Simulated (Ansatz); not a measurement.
System: MgS, space group F-43m (No. 216).

The given structure:
```yaml
crystal:
  lattice:
    - [0.00000, 2.83312, 2.83312]
    - [2.83312, 0.00000, 2.83312]
    - [2.83312, 2.83312, 0.00000]
  atoms:
    - { symbol: S, position: [0.25000, 0.25000, 0.25000] }
    - { symbol: Mg, position: [0.00000, 0.00000, 0.00000] }
```

Method: all-electron LAPW DFT, no spin polarisation; elastic constants in Voigt order on the axes of the given cell (Ansatz 0.2.0). Level: PBEsol.

| setting | value |
| --- | --- |
| k mesh | 6×6×6 |
| occupations | Fermi–Dirac |
| smearing width | 0.05 eV |
| potentials | all electron LAPW, scalar relativistic |
| wave cutoff | 222.4 eV |
| density cutoff | 889.8 eV |
| program settings | basis error eV/atom 0.001 |

Predict the sound velocities against the direction of travel in the xz plane, from the elastic constants and the density.

Along x the longitudinal wave runs at 5.80 km/s and the transverse ones at 3.70 and 3.70 km/s, the same along y and z; along x + y they run at 6.52, 3.70 and 2.21 km/s (density 2.06 g/cm³). Over all directions E runs from 28 to 72 GPa, a ratio of 2.5, a strong anisotropy. E is 28 GPa along x, y and z alike, and 72 GPa along the body diagonal x + y + z. The Hill averages are K = 56 GPa and G = 19 GPa; K/G = 2.99.

Stiffness matrix C (GPa), Voigt order:
```tsv
	xx	yy	zz	yz	xz	xy
xx	69.3	49.2	49.2	0.0	0.0	0.0
yy	49.2	69.3	49.2	0.0	0.0	0.0
zz	49.2	49.2	69.3	0.0	0.0	0.0
yz	0.0	0.0	0.0	28.2	0.0	0.0
xz	0.0	0.0	0.0	0.0	28.2	0.0
xy	0.0	0.0	0.0	0.0	0.0	28.2
```

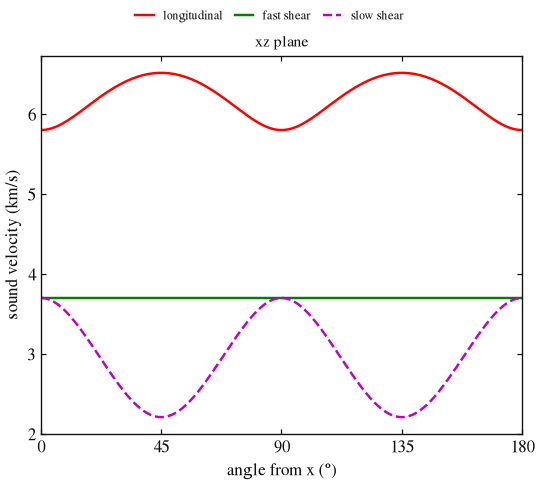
